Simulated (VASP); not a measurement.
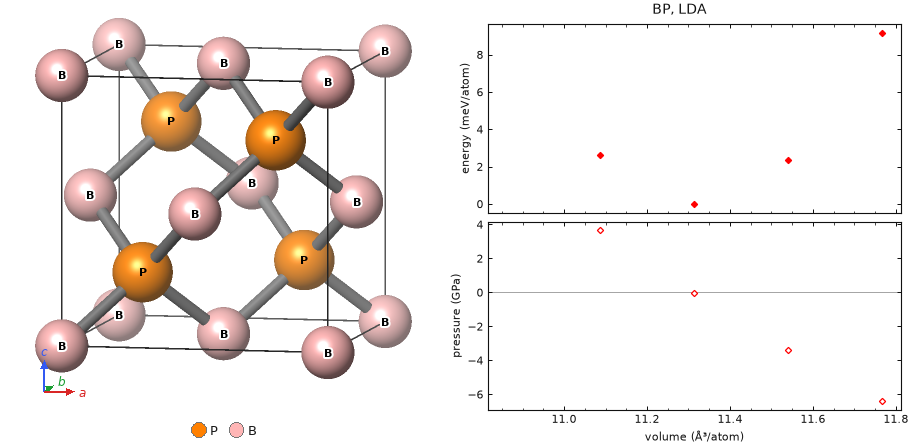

The picture above shows the energy and pressure against volume for BP, space group F-43m (No. 216). The conventional cell is drawn beside the plot.

Cell as given: a = 3.175 Å, b = 3.175 Å, c = 3.175 Å, α = 60.00°, β = 60.00°, γ = 60.00°; 2 atoms.

How it was computed, with VASP 6.6.1: plane-wave DFT, no spin polarisation; energies at scaled volumes of the given cell, shape and fractions fixed, counted from the fit's minimum, third-order Birch-Murnaghan fit. Level: LDA.

k mesh 8×8×8; occupations Gaussian; smearing width 0.02 eV; potentials VASP PAW LDA potentials, recommended; wave cutoff 520 eV.

The point at volume 10.86 Å³/atom is left out of the plot. What does the calculation give there?

```json
{"volume (Å³/atom)": "10.86", "energy (meV/atom)": "10.72", "pressure (GPa)": "7.69"}
```
